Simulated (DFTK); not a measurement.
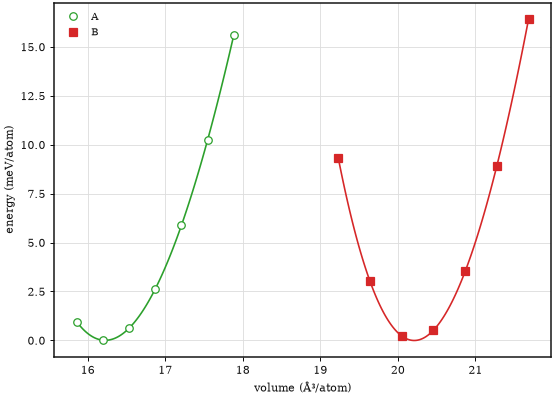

The figure compares two calculations of the energy against volume, each curve from its own zero. The first is for AgCl, space group Fm-3m (No. 225).

The cell holds 2 atoms.

Calculation (DFTK 0.8.2): plane-wave DFT, no spin polarisation; energies at scaled volumes of the given cell, shape and fractions fixed, counted from the fit's minimum, third-order Birch-Murnaghan fit. Level: PBEsol.

- k mesh: 8×8×8
- occupations: Fermi–Dirac
- smearing width: 0.05 eV
- potentials: dojo.nc.sr.pbesol.v0_4_1.standard
- wave cutoff: 1116 eV

In the second, Ag is replaced by Li on all its sites, which gives LiCl in the same structure. The second calculation uses wave cutoff 1006.8213 eV and k mesh 9×9×9.

Question: Which of A and B is the second calculation, and what did the change do?

Answer: A. The equilibrium volume falls from 20.21 to 16.23 Å³/atom (−20 %) and the bulk modulus falls from 56.7 to 35.1 GPa (−38 %).

V0 and the bulk modulus come from third-order Birch–Murnaghan fits.
